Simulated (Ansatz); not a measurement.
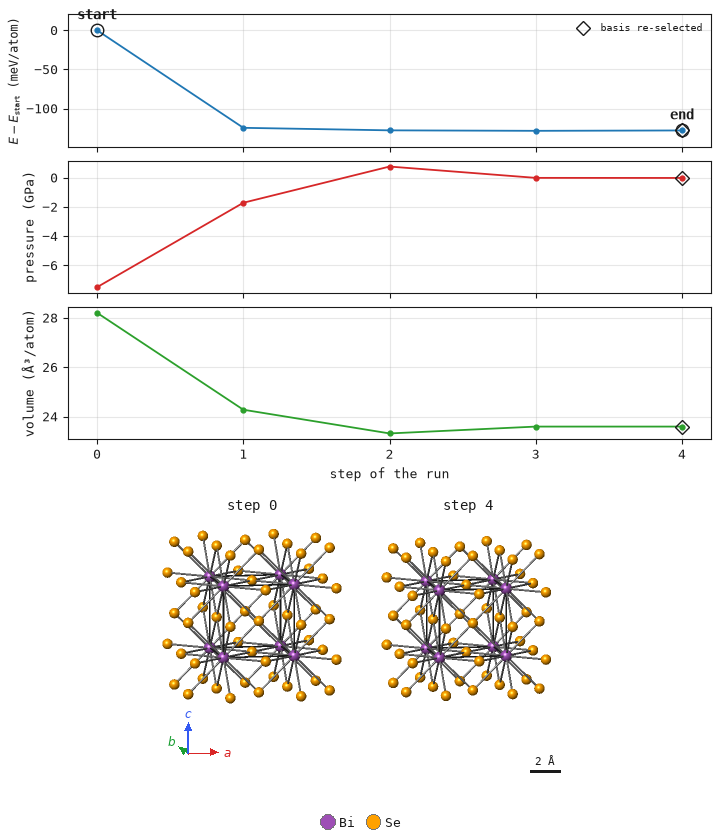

First and last geometry of a relaxation of solid BiSe3 (a generated structure, set up in Pm-3m) (coarse preliminary run), with the history of the run. The picture is a ball-and-stick view of the cell of the calculation, seen slightly off an axis.

Method: DFT PBE, scalar-relativistic, plane waves, PAW in Ansatz.

Input
```yaml
crystal:
  lattice:
    - [4.83187464, 0.0, 0.0]
    - [0.0, 4.83187464, 0.0]
    - [0.0, 0.0, 4.83187464]
  atoms:
    - { symbol: Bi, position: [0.0, 0.0, 0.0] }
    - { symbol: Se, position: [0.0, 0.5, 0.5] }
    - { symbol: Se, position: [0.5, 0.0, 0.5] }
    - { symbol: Se, position: [0.5, 0.5, 0.0] }
basis:
  ecutwfc: 420
kpoints:
  mp_grid: { grid: [4, 4, 4] }
hamiltonian:
  xc: pbe
scf:
  occupations: { method: gaussian, width: 0.1 }
  lower_state_search: "off"
output:
  forces: true
  stress: true
  eigenvalues: true
relax:
  adjacent_minimum: "off"
  f_tol: 0.04
  max_steps: 70
  cell: { stress_tol: 0.4 }
```

Run as
```bash
ansatz run input.yaml --threads 1 --pin off --max-ram 2560MiB --backend cpu --events-out ev --progress --plain --runs-dir out
```

### Read the history and describe the run.

It converged. Over 3 accepted moves (4 points after the start) the energy falls by 128 meV per atom. All forces vanish by symmetry, so only the cell relaxes. The pressure goes from −7.49 to −0.02 GPa. At 1 point the geometry stayed and the basis and grid were re-selected for the new cell (energy shift of 0.5 meV per atom at most each time). No atom moves by more than 0.005 Å relative to the cell. The drawn cell changes as follows: a = b = c 4.832 → 4.553 Å (−5.8 %); the volume changes by −16.3 %. Near-neighbour distances that change, for instance: Bi1–Se2 3.417 → 3.219 Å. The space group stays Pm-3m (No. 221). Cost: 26 s on 1 thread of Arm Neoverse N1 (shared host), peak memory 0.37 GiB.

```tsv
step	E − E(0), meV/atom	pressure, GPa	volume, Å³/atom	note
0	0.00	-7.49	28.202	
1	-124.65	-1.71	24.276	
2	-127.89	0.76	23.315	
3	-128.51	-0.01	23.593	
4	-128.02	-0.02	23.593	same geometry, new basis
```
